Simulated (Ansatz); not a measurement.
The structure in question:

```
CELL_PARAMETERS angstrom
5.71537 0.00000 0.00000
0.00000 5.71537 0.00000
0.00000 0.00000 5.71537
ATOMIC_POSITIONS crystal
Al 0.00000 0.00000 0.00000
Cu 0.50000 0.00000 0.00000
Cu 0.25000 0.75000 0.75000
Cu 0.25000 0.25000 0.75000
Al 0.00000 0.50000 0.50000
Cu 0.50000 0.50000 0.50000
Cu 0.25000 0.25000 0.25000
Cu 0.25000 0.75000 0.25000
Al 0.50000 0.00000 0.50000
Cu 0.00000 0.00000 0.50000
Cu 0.75000 0.75000 0.25000
Cu 0.75000 0.25000 0.25000
Al 0.50000 0.50000 0.00000
Cu 0.00000 0.50000 0.00000
Cu 0.75000 0.25000 0.75000
Cu 0.75000 0.75000 0.75000
```

Interpret the file: composition, symmetry and coordination.

Answer. The formula is AlCu3. The structure has Fm-3m (No. 225) symmetry and a face-centred cubic lattice. The structure is of the kind named D0₃ (BiF₃ or Fe₃Al type). It has 16 atoms to the cell (4 Al, 12 Cu). Each Al has eight Cu in a cubic arrangement at 2.47 Å. Cu takes two kinds of site: 4b with eight Cu in a cubic arrangement at 2.47 Å; 8c with four Al and four Cu in a cubic arrangement (2.47 Å to Al, 2.47 Å to Cu). Not all metal-metal contacts are counted. The bonds build a three-dimensional framework.

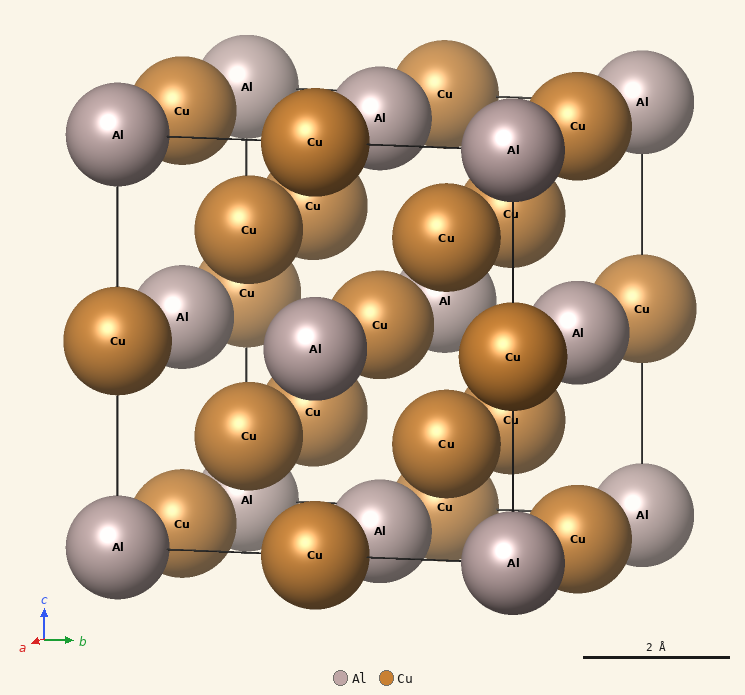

View slightly off an axis, drawn as a spheres-only model. Lines trace the edges of the conventional unit cell.

The structure was taken from a structure listed in the Materials Project. The cell was then strained or its atoms displaced on purpose. Ansatz was used for an electronic-structure calculation on it.

At this level of theory the cell isn't at rest (compressed, at 6 GPa), so its distances can differ from those at equilibrium, the more so the softer the solid.
